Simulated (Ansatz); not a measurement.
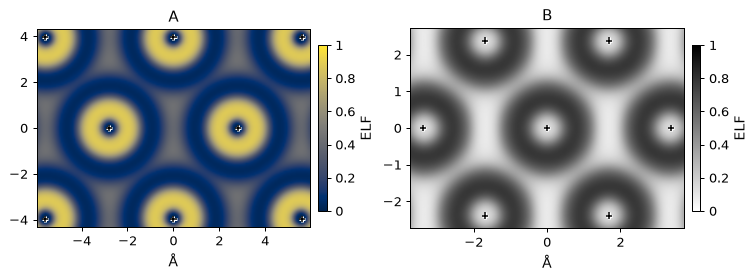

The electron localisation function of 2 systems, each on a plane through atoms (crosses mark nuclei in the plane).

Method: DFT PBEsol, scalar-relativistic, plane waves, PAW (Ansatz 0.2.0).

System 1: Se, the (011̄) plane of the conventional cell. Space group Im-3m; a structure from a database of computed crystals, not necessarily the ambient phase.

```yaml
crystal:
  lattice:
    - [3.37532, 0.00000, 0.00000]
    - [0.00000, 3.37532, 0.00000]
    - [0.00000, 0.00000, 3.37532]
  atoms:
    - { symbol: Se, position: [0.00000, 0.00000, 0.00000] }
    - { symbol: Se, position: [0.50000, 0.50000, 0.50000] }
```

System 2: Rb, the (11̄0) plane of the conventional cell. Space group Im-3m; computed without spin polarisation.

```
Rb
1.0
     5.60500    0.00000    0.00000
     0.00000    5.60500    0.00000
     0.00000    0.00000    5.60500
Rb
2
Direct
  0.00000 0.00000 0.00000
  0.50000 0.50000 0.50000
```

**Which map belongs to which system?**

Panel A is system 2, Rb: the plane holds Rb. Rb–Rb (4.85 Å): the ELF is about 0.15 at the midpoint; no localised pair shows between them. Panel B is system 1, Se: the plane holds Se. Se–Se (2.92 Å): the ELF is about 0.35 at the midpoint.
